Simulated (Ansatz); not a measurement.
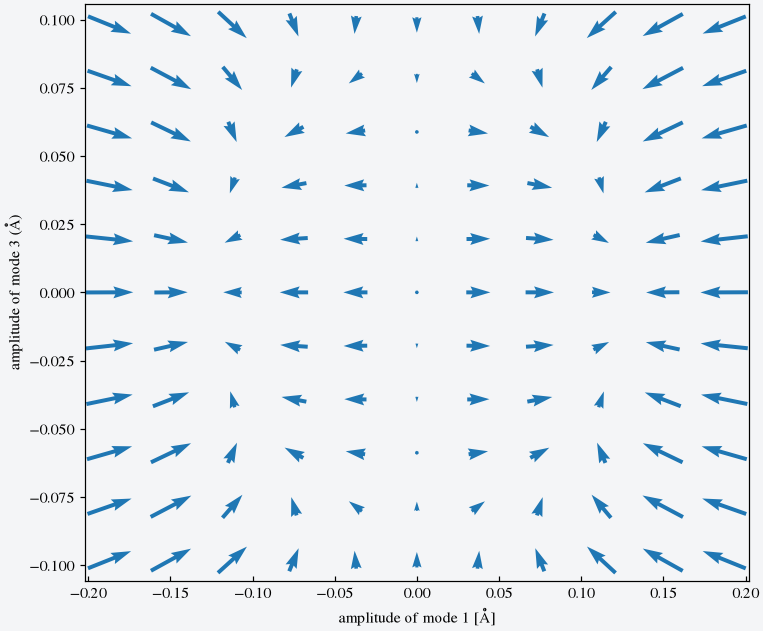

SnO₂ (R3m, No. 160; 12 atoms in the cell). 
- The energy is mapped over two normal modes frozen in (zone-centre modes of the 12-atom cell of this scan).
- First axis: amplitude of mode 1 (109i cm⁻¹), largest displacement. Second axis: amplitude of mode 3 (40i cm⁻¹), largest displacement.
- Nothing is relaxed (the cell and all other modes fixed).
- The grid has 11 × 11 points; 61 points were computed and 60 follow by symmetry.
- Points are written as (first, second).
- All numbers below come from Ansatz 0.2.0, DFT LDA+D3(BJ), scalar-relativistic, plane waves, PAW. Settings: cutoff 520 eV, k-mesh 6×6×6, gaussian smearing 0.05 eV, no spin polarisation.

In the figure: arrows along the force (downhill), their lengths compressed.

The arrows alone are given. Where are the wells?

The arrows converge at about (−0.124 Å, 0.000 Å); about (0.12 Å, 0.00 Å) (read from the interpolated surface).

The energy map of the same scan:

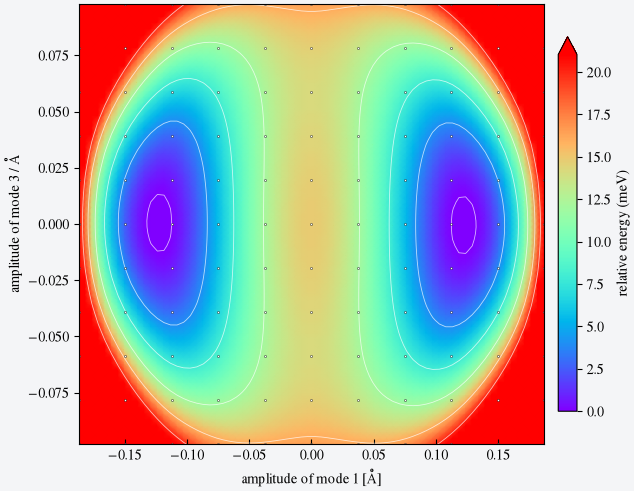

Energies are in meV, from the lowest grid point; between grid points the surface is interpolated.

PAW datasets: the set soft_1.
